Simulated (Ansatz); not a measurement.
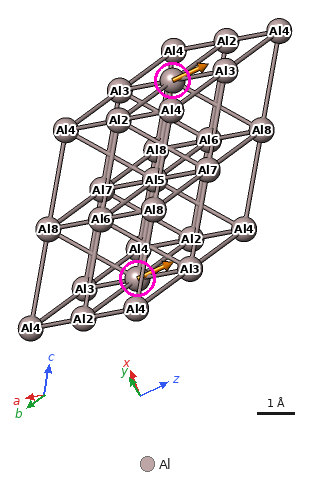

Energy scan for crystalline Al (Im-3m), in which Al1 (one in each cell of 8 atoms) is moved along Cartesian [0 0 1], all else fixed. The picture shows the reference cell. The orange arrows give the direction of positive displacement. The ringed atoms are those of the scanned coordinate. Style: ball-and-stick. Shown: the cell of the calculation, from a free direction.

Method: DFT PBEsol, scalar-relativistic, plane waves, PAW (Ansatz). Settings: plane-wave cutoff 420 eV; k-point mesh 14 × 14 × 14; occupations gaussian; smearing width 0.15 eV; no spin polarisation. Energies (free energies at the smearing named) are counted from the relaxed crystal.

```
Al
1.0
     3.21288   -3.21288   -3.21288
    -3.21288    3.21288   -3.21288
     3.21288    3.21288    3.21288
Al
8
Direct
  0.50000 0.50000 0.00000
  0.50000 0.00000 0.00000
  0.00000 0.50000 0.00000
  0.00000 0.00000 0.00000
  0.50000 0.50000 0.50000
  0.50000 0.00000 0.50000
  0.00000 0.50000 0.50000
  0.00000 0.00000 0.50000
```

Q: Give the energy at each point (the displacement: −0.10, −0.06, −0.02, 0.00, 0.04, 0.08 Å).

A:
```tsv
displacement (Å)	E − E(ref) (meV/cell)
−0.10	21.2
−0.06	7.6
−0.02	0.8
0.00	0.0
0.04	3.4
0.08	13.6
```

Of the computed points the lowest is at the displacement 0.00 Å, 0.0 meV/cell. The end points stand at 21.2 meV/cell (−0.10 Å) and 13.6 meV/cell (0.08 Å). The curvature at zero is about 4.2 eV/Å². At the highest point the shortest interatomic distance is 2.73 Å, against 2.78 Å in the reference. The distortion takes the space group from Im-3m to I4mm.

As a plot:

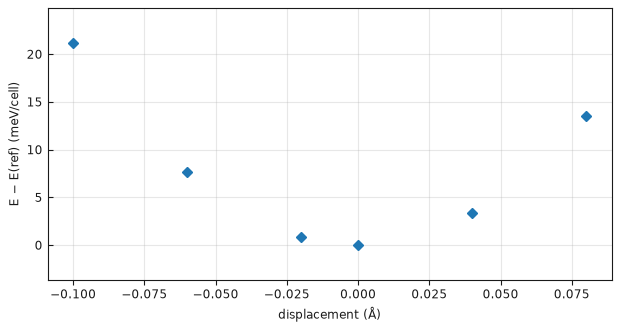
